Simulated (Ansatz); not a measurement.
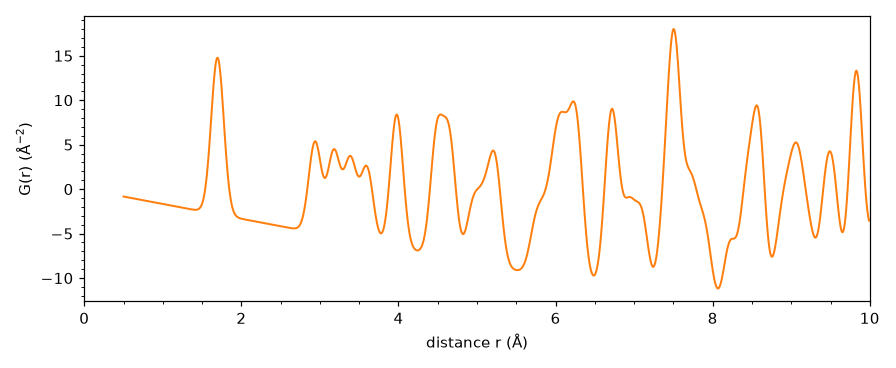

Simulated X-ray pair distribution function, G(r) = R(r)/r − 4πρ₀r, summed over the atomic distances of the structure with each pair weighted by the product of the atomic numbers (X-ray weights at Q = 0); every distance is a Gaussian of σ = 0.08 Å. No termination ripples are included.

Candidate structures:

A. 
```cif
data_structure
_symmetry_space_group_name_H-M 'P 1'
_symmetry_Int_Tables_number 1
_cell_length_a 6.7445
_cell_length_b 6.7445
_cell_length_c 1.2836
_cell_angle_alpha 90.000
_cell_angle_beta 90.000
_cell_angle_gamma 120.000
_cell_volume 50.57
loop_
_atom_site_label
_atom_site_type_symbol
_atom_site_fract_x
_atom_site_fract_y
_atom_site_fract_z
_atom_site_occupancy
C1 C 0.00000 0.00000 0.00000 1
C2 C 0.33333 0.66667 0.50000 1
C3 C 0.66667 0.33333 0.50000 1
```

B. 
```cif
data_structure
_symmetry_space_group_name_H-M 'P6_3/mmc'
_symmetry_Int_Tables_number 194
_cell_length_a 1.6954
_cell_length_b 1.6954
_cell_length_c 6.0523
_cell_angle_alpha 90.000
_cell_angle_beta 90.000
_cell_angle_gamma 120.000
_cell_volume 15.07
loop_
_atom_site_label
_atom_site_type_symbol
_atom_site_symmetry_multiplicity
_atom_site_Wyckoff_symbol
_atom_site_fract_x
_atom_site_fract_y
_atom_site_fract_z
_atom_site_occupancy
C1 C 2 c 0.33333 0.66667 0.25000 1
```

C. 
```yaml
crystal:
  lattice:
    - [1.75497, 0.00000, 0.00000]
    - [0.00000, 1.75497, 0.00000]
    - [0.00000, 0.00000, 1.75497]
  atoms:
    - { symbol: C, position: [0.00000, 0.00000, 0.00000] }
```

Origins: A, the geometry relaxed with DFT, BLYP, plane waves (420 eV) with PAW, scalar-relativistic (Ansatz 0.2.0); the starting structure was generated, so it need not be a known form of this composition; B, coordinates from a relaxation with DFT, LDA (PW92), plane waves (420 eV) with PAW, scalar-relativistic (Ansatz 0.2.0); the starting structure was generated, so it need not be a known form of this composition; C, the geometry relaxed with DFT, PBEsol, plane waves (420 eV) with PAW, scalar-relativistic in Ansatz 0.2.0; the starting structure was generated, so it need not be a known form of this composition.

> From which structure was the curve computed?

Candidate B, C, P6_3/mmc (first clear peaks at 1.70 Å (C–C) and 2.94 Å (C–C)). The others: A would give first clear peaks at 1.27 Å (C–C) and 2.57 Å (C–C); C would give first clear peaks at 1.75 Å (C–C) and 2.48 Å (C–C).
